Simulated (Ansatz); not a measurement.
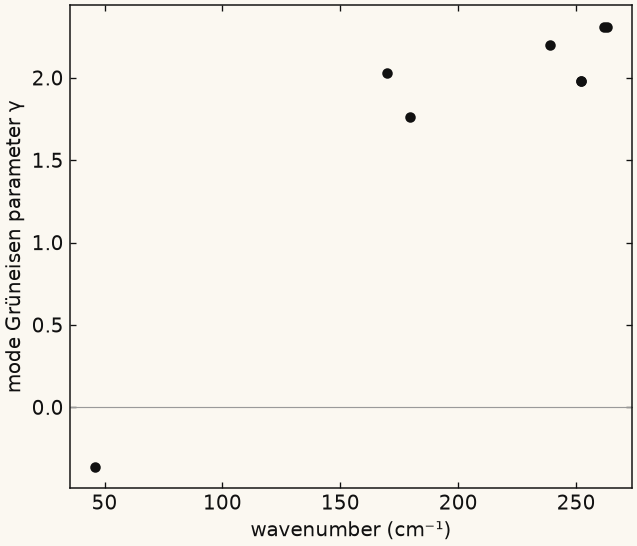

Plotted: mode Grüneisen parameters against frequency for Cu, space group I4/mmm (No. 139).

Structure:
```yaml
crystal:
  lattice:
    - [-1.44414, 1.44414, 1.36265]
    - [1.44414, -1.44414, 1.36265]
    - [1.44414, 1.44414, -1.36265]
  atoms:
    - { symbol: Cu, position: [0.00000, 0.00000, 0.00000] }
```

How it was computed, with Ansatz 0.2.0: mode Grüneisen parameters, minus d ln(frequency) over d ln(volume), from cells at 0.98 and 1.02 times the rest volume with shape and atoms relaxed, modes matched by rank; plane waves with PAW datasets, Γ-centred k mesh. Level: PBEsol, no spin polarisation.

wave cutoff 420 eV; k mesh 24×24×24; occupations Fermi–Dirac; smearing width 0.15 eV; phonon method linear response; q mesh 2×2×2.

Q: What range do the mode Grüneisen parameters cover, and does any mode soften under pressure?

A: They run from −0.36 to 2.31; 1 of the 8 modes have negative values and soften under compression.

Caveats: levels loosely converged; metal sensitive to the k mesh; vibrations at or below zero.
